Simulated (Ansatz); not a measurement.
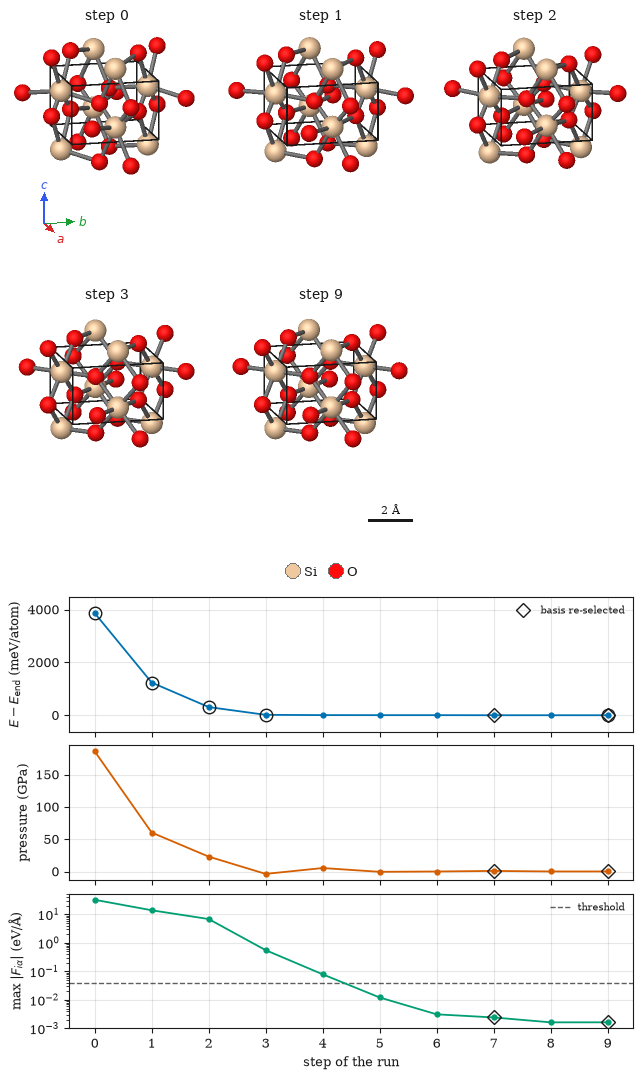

Frames of a relaxation of a crystal of SiO$_{2}$ (a generated structure, set up in P-42_1m) (coarse preliminary run), marked on the history of the run. Style: ball-and-stick. Shown: the cell of the calculation, slightly off an axis.

Theory: DFT PBE, scalar-relativistic, plane waves, PAW (Ansatz 0.2.0). Settings: plane-wave cutoff 420 eV; k-point mesh 4 × 4 × 6; occupations gaussian; smearing width 0.1 eV; no spin polarisation; cell and atoms relaxed; force threshold 0.04 eV/Å; at most 70 steps.

**Describe the path.**

The largest moves relative to the cell, 0.44 Å, are those of O atoms. Largest moves by element: O 0.44 Å, Si 0.01 Å. Cell: a = b 4.104 → 4.235 Å (+3.2 %), c 2.759 → 2.691 Å (−2.5 %). Volume +3.9 %. Among the contacts that change: O–O 1.684 → 2.312 Å, O–Si 1.330 → 1.774 Å, O–Si 2.087 → 1.838 Å, O–Si 1.923 → 1.774 Å. Among the angles between lasting bonds that change: Si–O–Si 106.7° → 130.7°, O–Si–O 161.4° → 180.0°, O–Si–O 114.8° → 98.6°. The space group (tolerance 0.01 Å) goes from P-42_1m (No. 113) to P4_2/mnm (No. 136). Over 7 accepted moves (9 points after the start) the energy falls by 3865 meV per atom. Largest force component: 32 eV/Å at the start, 0.0016 eV/Å at the end. The pressure goes from 185.90 to 0.09 GPa. At 2 points the geometry stayed and the basis and grid were re-selected for the new cell (energy shift of 3.1 meV per atom at most each time). From step 0 to 1: O atoms move most (0.18 Å), volume +8.8 %, energy −2628 meV per atom. From step 1 to 2: O atoms move most (0.18 Å), volume −2.3 %, energy −927 meV per atom. From step 2 to 3: Si atoms move most (0.15 Å), volume −1.7 %, energy −294 meV per atom. From step 3 to 9: O atoms move most (0.02 Å), volume −0.6 %, energy −15.4 meV per atom.
